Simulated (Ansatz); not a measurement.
Ir3O: band-structure calculation

The run: band-structure calculation of Ir3O (P-6m2, 4 atoms in the cell). Method and program: DFT PBE, scalar-relativistic, plane waves, PAW, no spin polarisation (Ansatz 0.2.0).

The structure was made by a generator, so it may or may not be a known phase.

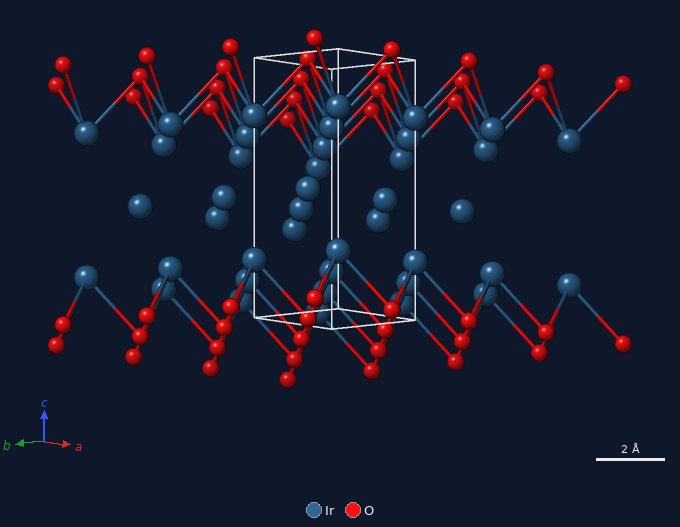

Fig. 1: The structure (ball-and-stick view of the cell of the calculation, repeated 3 × 3 × 1, seen at an oblique angle; bonded neighbours outside the cell are drawn too).

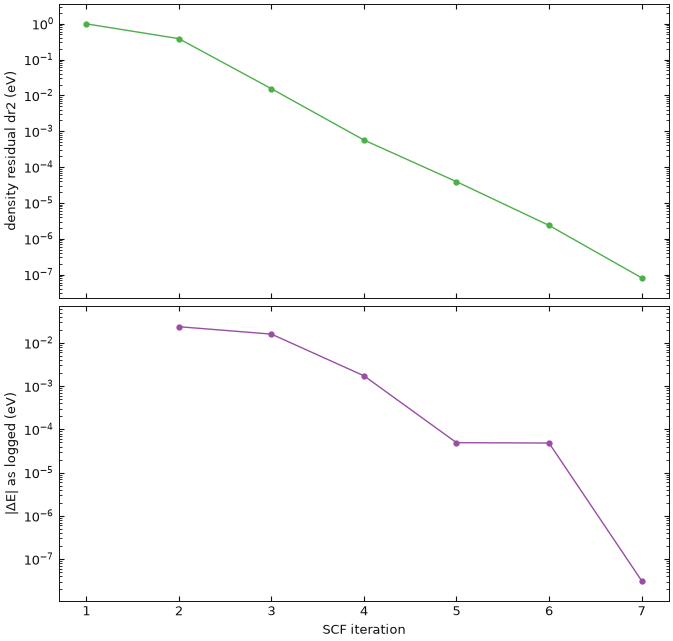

Fig. 2: Convergence of the self-consistent field: density residual dr2 and size of the energy change against the SCF iteration. The residual falls at every step.

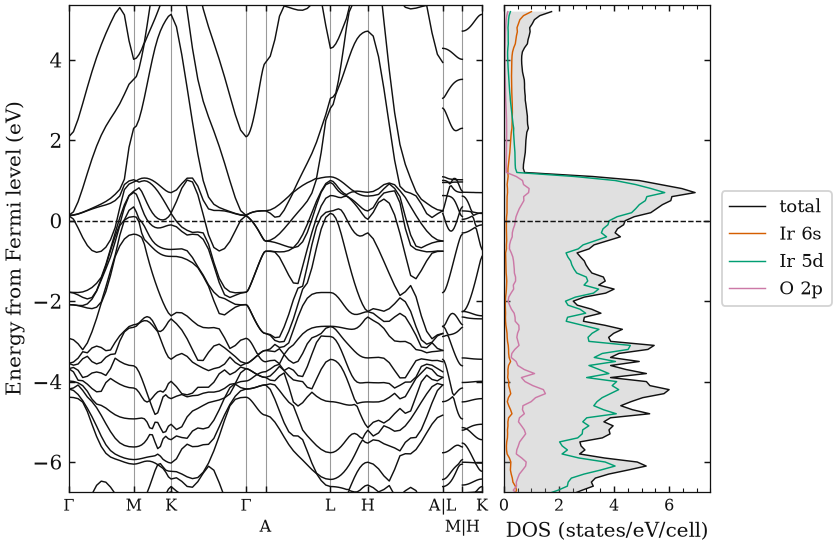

Fig. 3: Band structure along Γ–M–K–Γ–A–L–H–A|L–M|H–K and density of states (projected on Löwdin-orthogonalised atomic shells), with energies from the Fermi level. Bands cross the Fermi level: a metal at this level of theory.

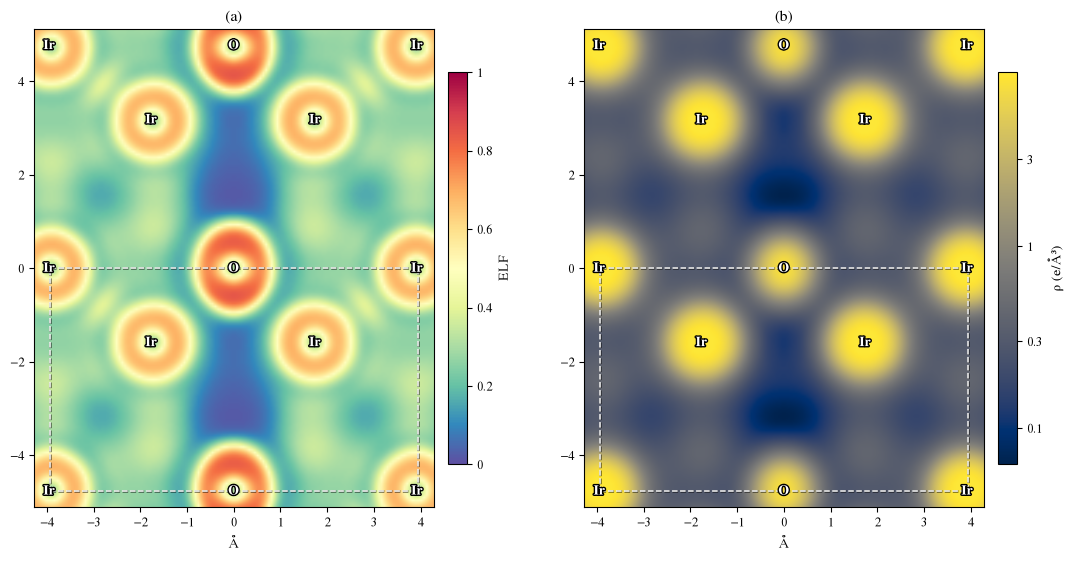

Fig. 4: (a) electron localisation function; (b) valence electron density on the (110) plane of the conventional cell. The plane passes through Ir and O nuclei. Ir–O (2.36 Å): ρ is about 0.45 e/Å³ halfway; the ELF is about 0.20 at the midpoint (a polar contact without a shared pair, in a metal). Away from the nuclei the density in this plane falls to 0.06 e/Å³ at its lowest. The strong features right at Ir lie inside the PAW spheres (semicore, d or f shells) and say nothing about bonding. In a PAW calculation such maps are meaningful between the atoms, not at the nuclei.

These pictures come from the run below.

The input:
```yaml
crystal:
  lattice:
    - [2.7520594116, 0.0, 0.0]
    - [-1.3760297058, 2.3833533632, 0.0]
    - [0.0, 0.0, 7.86894267]
  atoms:
    - { symbol: Ir, position: [0.3333333333, 0.6666666667, 0.5] }
    - { symbol: Ir, position: [0.0, 0.0, 0.7774548801] }
    - { symbol: Ir, position: [0.0, 0.0, 0.2225451199] }
    - { symbol: O, position: [0.3333333333, 0.6666666667, 0.0] }
basis:
  ecutwfc: 420
kpoints:
  mp_grid: { grid: [18, 18, 6] }
  band_path:
    path:
      - [[0.0, 0.0, 0.0], [0.5, 0.0, 0.0], [0.33333333, 0.33333333, 0.0], [0.0, 0.0, 0.0], [0.0, 0.0, 0.5], [0.5, 0.0, 0.5], [0.33333333, 0.33333333, 0.5], [0.0, 0.0, 0.5]]
      - [[0.5, 0.0, 0.5], [0.5, 0.0, 0.0]]
      - [[0.33333333, 0.33333333, 0.5], [0.33333333, 0.33333333, 0.0]]
    npoints: 14
hamiltonian:
  xc: pbe
scf:
  occupations: { method: gaussian, width: 0.1 }
  n_extra_bands: 10
output:
  forces: true
  stress: true
  eigenvalues: true
  populations: true
  dos: { projected: true, de: 0.02, nscf_kmesh: { grid: [22, 22, 8] } }
  bader: true
  write_density: true
  write_potential: true
  elf: true
  volumetric_format: npy
```

Run as:
```bash
ansatz run input.yaml --threads 1 --pin off --max-ram 2560MiB --backend cpu --events-out ev --progress --plain --runs-dir out
```

Log:
```
scf.n_extra_bands = 10 over 29 filled bands (N_el = 57.0): the run solves 39 bands
Engine: ansatz 0.2.0, aarch64-unknown-linux-gnu
Pseudopotentials: kind: paw
Pseudopotential: Ir, paw, valence charge 17, recommended cutoff 420 eV (normal), Ir.paw.azcp
Pseudopotential: O, paw, valence charge 6, recommended cutoff 420 eV (normal), O.paw.azcp
Functional definition: PBE
  parameter kappa = 0.804
  parameter beta = 0.06672455060314922
  exchange = pbe_x(kappa = kappa, mu = beta*pi^2/3)
  correlation = pbe_c(beta = beta)
Crystal: 4 atoms, lattice volume = 51.613 Å³
Basis set: ecut = 420 eV, 993 PW (Γ), exchange–correlation on 40×40×108 points (8 copies of the dense FFT grid, shifted against one another)
Bands: 39, of which v1, the nominal top of the filled ones, is band 29 counted from 1 (28 counted from 0)
Symmetry: 12 space group operations
Space group: P-6m2 (ITA 187), of the structure as read, at distance tolerance 3.7e-5 Å
k-points: 148 of 1944 (time reversal used)
Non-local potential: Ir, projectors of the file, l = 0: 3, l = 1: 2, l = 2: 2, l = 3: 1
Non-local potential: O, projectors of the file, l = 0: 2, l = 1: 2, l = 2: 1
PAW form: soft (Blöchl's): semilocal exchange-correlation on the pseudo side does not see the compensation charge
PAW one-centre angular grid: Ir, 590 points (default); XC on 64 Gauss nodes
PAW one-centre angular grid: O, 110 points (default); XC on 64 Gauss nodes
Initial density: superposition of atomic densities (neutral atoms: chi_scale 0, normalization atom), corrected by the library's trained network
Initial wavefunctions: pseudopotential atomic-orbital guess
Functional: x = pbe(κ = 0.804, μ = 0.2195149727645171), c = pbe(β = 0.06672455060314922)
SCF iter   1: F=—  HF=-36369.569434 eV  |F-HF|=—  |Δ(HF+E_count)|=         —  Δρ=2.11e-2  dr2=9.89e-1  ethr=1.77e-3  ⟨swp⟩=5.8  Hψ=21692  notcnv=0  defer=79
preconditioner: auto → Kerker (q_TF=auto, 2.774 Å⁻¹)  [metal: Δε(μ)=0.005 eV  Ē_g=11.489 eV  σ=0.100 eV  W_gap=0.03  n_scr=24 (ndim 8)  ℏωp=29.7 eV  f_vac=0.000  D(μ)=4.34/eV (n_scr^D=50)]
SCF iter   2: F=—  HF=-36369.545857 eV  |F-HF|=—  |Δ(HF+E_count)|=   2.36e-2  Δρ=1.17e-2  dr2=3.82e-1  ethr=1.74e-3  ⟨swp⟩=1.0  Hψ=6956  notcnv=0  defer=84
SCF iter   3: F=—  HF=-36369.529920 eV  |F-HF|=—  |Δ(HF+E_count)|=   1.59e-2  Δρ=1.80e-3  dr2=1.53e-2  ethr=6.71e-4  ⟨swp⟩=1.0  Hψ=5213  notcnv=0  defer=139
SCF iter   4: F=—  HF=-36369.528187 eV  |F-HF|=—  |Δ(HF+E_count)|=   1.73e-3  Δρ=5.99e-4  dr2=5.67e-4  ethr=2.69e-5  ⟨swp⟩=1.5  Hψ=5960  notcnv=0  defer=139
SCF iter   5: F=—  HF=-36369.528138 eV  |F-HF|=—  |Δ(HF+E_count)|=   4.92e-5  Δρ=1.94e-4  dr2=3.91e-5  ethr=9.95e-7  ⟨swp⟩=2.1  Hψ=6797  notcnv=0  defer=139
SCF iter   6: F=—  HF=-36369.528090 eV  |F-HF|=—  |Δ(HF+E_count)|=   4.82e-5  Δρ=5.12e-5  dr2=2.35e-6  ethr=6.86e-8  ⟨swp⟩=2.0  Hψ=7424  notcnv=0  defer=139
SCF iter   7: F=-36369.528090 eV  HF=-36369.528090 eV  |F-HF|=3.78e-10  |Δ(HF+E_count)|=   3.18e-8  Δρ=1.29e-5  dr2=8.15e-8  ethr=1.75e-10  ⟨swp⟩=12.0  Hψ=39567  notcnv=0
SCF 1 converged in 7 iterations: F = -36369.528090 eV  dr2 = 8.15e-8
  greatest PAW one-centre occupation: 1.000 electrons in one spin orbital (limit 2), on the Ir atom at site 0 (counted from 0), in its partial waves of l = 0
NSCF: frozen V_eff on 129 k-points
NSCF: frozen V_eff on 260 k-points
SCF converged after 7 iterations
Free energy (F): -36369.528090 eV
Harris-Foulkes:  -36369.528090 eV  (|F-HF|=3.78e-10)
Internal energy: -36369.505510 eV  (E = F + TS)
E sigma→0 (E₀):  -36369.516800 eV
Entropy (-TS):   -0.022580 eV (-5.645 meV/atom)
Fermi energy:    22.253462 eV
--- Per-component energies (eV) ---
  E_band       = -348.785169
  E_kinetic    = 2039.698128
  E_local      = -3918.822447  (includes V_loc(G=0)·N_el)
  E_nonlocal   = 267.112327
  E_hartree    = 1492.158331
  E_xc         = -875.170084
  E_vxc        = -991.081484  (∫ρ·V_xc dr)
  E_paw        = -27827.177774  (= ΣΔE_a)
  E_vpaw       = -730.019141  (= ΣTr[D̂ρ^β])
  E_aug_tail   = 0.002357  (compensation charges beyond the density's cutoff)
  E_ewald      = -7547.306348
  E_smearing   = -0.022580  (= −TS)
  E_closure    = 0.000000  (closes the sum)
  Σ components = -36369.528090   (vs F -36369.528090, Δ=0.00e0)
--- Forces (eV/Å), atoms counted from 1 ---
  atom   1  Ir     0.00000000    -0.00000000    -0.00000000
  atom   2  Ir    -0.00000000     0.00000000     0.00008326
  atom   3  Ir    -0.00000000     0.00000000    -0.00008326
  atom   4  O      0.00000000     0.00000000     0.00000000
  max |Σ_I F_I| component: 3.05e-16 eV/Å
--- Stress (GPa, compression-positive) ---
        0.003561      -0.000000      -0.000000
        0.000000       0.003561       0.000000
       -0.000000       0.000000      -0.018607
  P = ⅓ Tr σ = -0.0038 GPa (-0.038 kbar)
--- Band table (eV; the first three rows and the last of 148) ---
  k-point 0: bands = ["-70.8115", "-70.5148", "-70.5128", "-27.9348", "-27.4333", "-27.3846", "-27.3846", "-27.2568", "-27.1272", "-27.1272", "-27.1202", "-27.1202", "2.5203", "12.2904", "12.8696", "14.5577", "17.8643", "18.0688", "18.0688", "18.2681", "18.5748", "18.5748", "18.7063", "18.7063", "19.3284", "20.1676", "20.1676", "20.4750", "20.4750", "22.3799", "22.3799", "22.3893", "22.3893", "24.3429", "30.0053", "33.9231", "35.3161", "36.3634", "38.0401"]
  k-point 1: bands = ["-70.8115", "-70.5148", "-70.5128", "-27.9355", "-27.4299", "-27.3846", "-27.3846", "-27.2594", "-27.1274", "-27.1274", "-27.1200", "-27.1200", "2.5216", "12.0490", "13.1972", "14.5498", "17.7429", "18.0885", "18.0885", "18.3486", "18.4997", "18.4997", "18.7979", "18.7979", "19.1641", "19.9005", "19.9005", "20.7798", "20.7798", "22.2276", "22.2276", "22.4646", "22.4646", "24.6877", "29.4750", "34.3915", "35.4191", "36.2843", "38.2173"]
  k-point 2: bands = ["-70.8115", "-70.5149", "-70.5126", "-27.9371", "-27.4230", "-27.3846", "-27.3846", "-27.2648", "-27.1278", "-27.1278", "-27.1197", "-27.1197", "2.5243", "11.7847", "13.6648", "14.5189", "17.5293", "18.1368", "18.1368", "18.4051", "18.4051", "18.4564", "18.8739", "18.9394", "18.9394", "19.5966", "19.5966", "21.1960", "21.1960", "21.9832", "21.9832", "22.4949", "22.4949", "25.5196", "28.3976", "35.1477", "35.6994", "36.2484", "38.3347"]
  k-point 147: bands = ["-70.7688", "-70.4741", "-70.4739", "-27.8049", "-27.7948", "-27.7695", "-27.4967", "-27.4936", "-27.4632", "-27.4011", "-27.3495", "-27.2760", "3.7653", "15.2914", "15.4897", "15.6806", "16.2481", "16.7239", "17.0448", "17.1098", "17.7486", "18.2315", "18.8417", "19.8586", "19.9917", "19.9989", "21.9507", "22.2892", "22.4970", "22.8660", "22.9612", "26.9688", "28.2926", "29.1026", "30.2580", "30.7651", "32.0045", "32.2582", "33.7587"]
--- Löwdin populations: 4 sites ---
  site symbol       q [e]
     0     Ir     16.7168
     1     Ir     16.5259
     2     Ir     16.5259
     3      O      6.7073
  spilling = 0.009195 (of n_electrons = 57.000000)
--- Bader charges: 4 sites ---
  site symbol  charge [e]  shift [e]
     0     Ir      0.0828     0.0000
     1     Ir      0.3493     0.0004
     2     Ir      0.3493     0.0004
     3      O     -0.7813     0.0008
  estimated error of the sums over rays = 3.2e-4 e
```

File bader_charges.tsv:
```
# site	symbol	x_ang	y_ang	z_ang	partial_charge_e	electrons	volume_ang3	relative_density_drop	shared_charge_e	partial_wave_shift_e
# quadrature_error_electrons = 3.2e-4
0	Ir	0.0000	1.5889	3.9345	0.08277	76.91723	14.17	-	0.08277	0.00004
1	Ir	0.0000	0.0000	6.1177	0.34927	76.65073	14.17	-	0.34927	0.00037
2	Ir	0.0000	0.0000	1.7512	0.34928	76.65072	14.17	-	0.34928	0.00037
3	O	0.0000	1.5889	0.0000	-0.78132	8.78132	9.10	-	-0.78132	0.00078
```

File populations.tsv:
```
# site	symbol	l	j	q
# orbitals = lowdin
# n_electrons = 57.000000
# spilling = 0.009195
0	Ir	0_5S	-	1.988922
0	Ir	0_6S	-	0.940982
0	Ir	1_5P	-	5.996631
0	Ir	2_5D	-	7.790268
1	Ir	0_5S	-	1.991305
1	Ir	0_6S	-	0.829860
1	Ir	1_5P	-	5.996312
1	Ir	2_5D	-	7.708378
2	Ir	0_5S	-	1.991305
2	Ir	0_6S	-	0.829860
2	Ir	1_5P	-	5.996312
2	Ir	2_5D	-	7.708378
3	O	0_2S	-	1.941731
3	O	1_2P	-	4.765617
```

Summary:

| quantity | value |
| --- | --- |
| outcome | converged |
| space group (tolerance 0.01 Å) | P-6m2 (187) |
| electrons treated | 57 |
| free energy | −36369.5281 eV |
| Fermi energy | 22.253 eV |
| gap on the k-point mesh | none (metallic) |
| pressure | 0.00 GPa |
| largest force (length of the vector) | under 0.001 eV/Å |
| hardware | 1 thread of Arm Neoverse V1, 24 GiB of memory available, shared host |
| wall time | 99 s |
| peak memory | 0.55 GiB |

Remarks:

Spin–orbit coupling is left out, which matters for Ir. The cell holds an odd number of electrons but the run has no spin polarisation, so it comes out as a metal.
